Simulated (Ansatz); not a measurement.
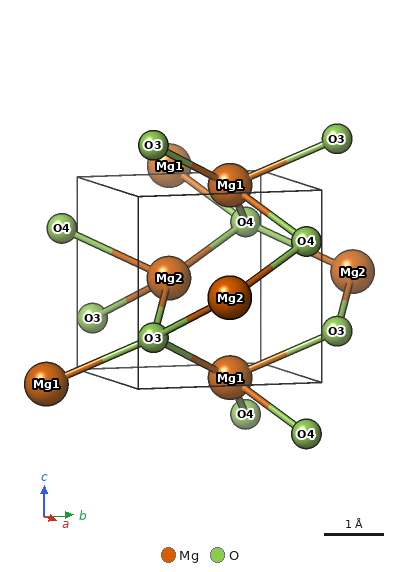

Starting structure of solid MgO (a generated structure, set up in C222_1) (coarse preliminary run). Style: ball-and-stick. Shown: the cell of the calculation, slightly off an axis.

Theory: Ansatz 0.2.0, DFT PBE, scalar-relativistic, plane waves, PAW.

Input
```yaml
crystal:
  lattice:
    - [2.35114812, -2.35114812, 0.0]
    - [2.35114812, 2.35114812, 0.0]
    - [0.0, 0.0, 3.32502556]
  atoms:
    - { symbol: Mg, position: [0.625, 0.625, 0.0] }
    - { symbol: Mg, position: [0.375, 0.375, 0.5] }
    - { symbol: O, position: [0.875, 0.125, 0.25] }
    - { symbol: O, position: [0.125, 0.875, 0.75] }
basis:
  ecutwfc: 420
kpoints:
  mp_grid: { grid: [6, 6, 6] }
hamiltonian:
  xc: pbe
scf:
  occupations: { method: gaussian, width: 0.1 }
  lower_state_search: "off"
output:
  forces: true
  stress: true
  eigenvalues: true
relax:
  adjacent_minimum: "off"
  f_tol: 0.04
  max_steps: 70
  cell: { stress_tol: 0.4 }
```

Launched with:
```bash
ansatz run input.yaml --threads 1 --pin off --max-ram 2560MiB --backend cpu --events-out ev --progress --plain --runs-dir out
```

What does the optimiser find from here?

The largest moves relative to the cell, 0.57 Å, are those of Mg1, Mg2, O3 and O4. Mg2 goes along [−1 −1 0]. By element the largest moves are Mg 0.57 Å, O 0.57 Å. The volume changes by +33.3 %, with a = b 3.325 → 3.260 Å (−2.0 %), c 3.325 → 4.611 Å (+38.7 %). Some distances before and after: Mg1–Mg2 2.036 → 3.256 Å, Mg1–O3 2.036 → 1.997 Å. Bond angles that change, for instance: Mg1–O3–Mg2 60.0° → 109.3°, O3–Mg1–O4 60.0° → 109.3°, O3–Mg1–O4 146.4° → 109.7°. The space group stays C222_1 (No. 20). Over 13 accepted moves (17 points after the start) the energy falls by 9.170 eV per cell of the calculation. Largest force component: 7.6 eV/Å at the start, 0.015 eV/Å at the end. The pressure goes from 48.61 to 0.12 GPa. At 4 points the geometry stayed and the basis and grid were re-selected for the new cell (energy shift of 0.112 eV per cell of the calculation at most each time). The run took 59 s on 1 thread of Intel(R) Xeon(R) Platinum 8375C CPU @ 2.90GHz (Ice Lake), on a shared host, peak memory 0.38 GiB.

The structure at the end:

```xyz
4
Lattice="2.3054 -2.3051 0.0000 2.3054 2.3051 0.0000 0.0000 0.0000 4.6113" Properties=species:S:1:pos:R:3 pbc="T T T"
Mg    3.4551    0.0000    4.6113
Mg    1.1556    0.0000    2.3057
O     2.3054   -1.1555    1.1528
O     2.3054    1.1555    3.4585
```

After the run, drawn alike:

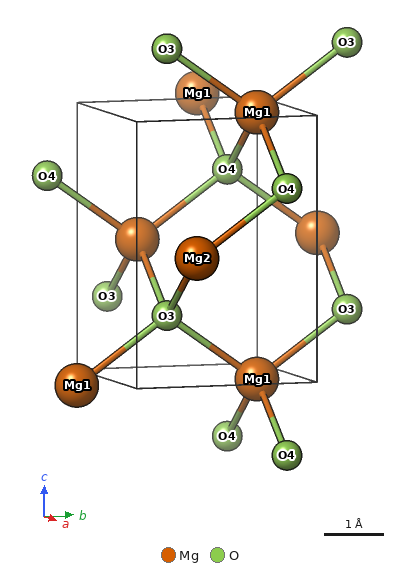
